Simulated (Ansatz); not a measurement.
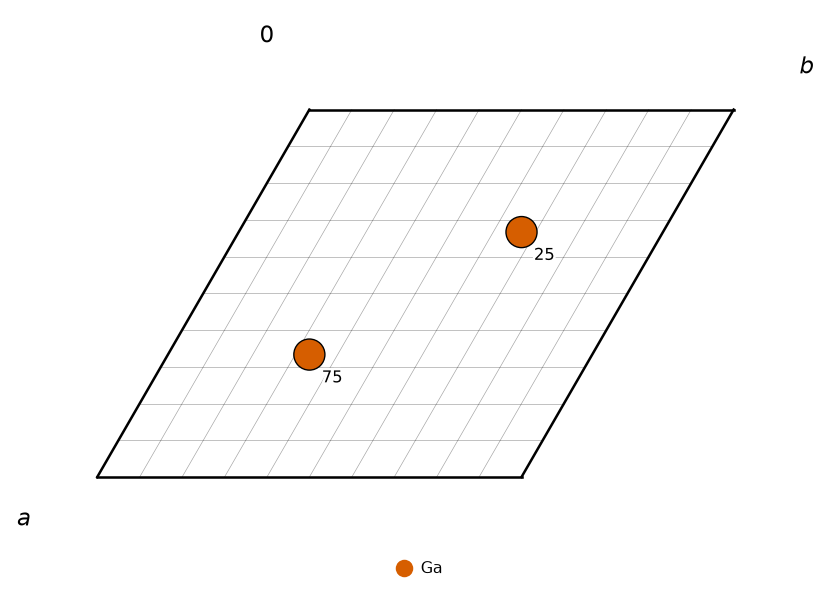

Plan of a unit cell projected along c (a down the page, b across); the numbers are heights in hundredths of c, and atoms on the cell's edges are repeated. The grid marks tenths of a and b. Source: the geometry relaxed with Ansatz 0.2.0, DFT, revPBE, plane waves (420 eV) with PAW, scalar-relativistic; the starting structure was generated, so it need not be a known form of this composition. Geometry calculated from the standardised cell; symmetry tolerance 0.002 Å.

a = 3.062 Å, b = 3.062 Å, c = 4.832 Å, α = 90.00°, β = 90.00°, γ = 120.00°.

> What does the cell contain?

2 Ga: Ga, Z = 2.

> Which space group?

P6₃/mmc (No. 194), primitive hexagonal.

> Give the independent sites, coordinates to two places.

```json
{"atom": "Ga", "site": "2c", "symmetry": "-6m2", "x": "0.33", "y": "0.67", "z": "0.25"}
```
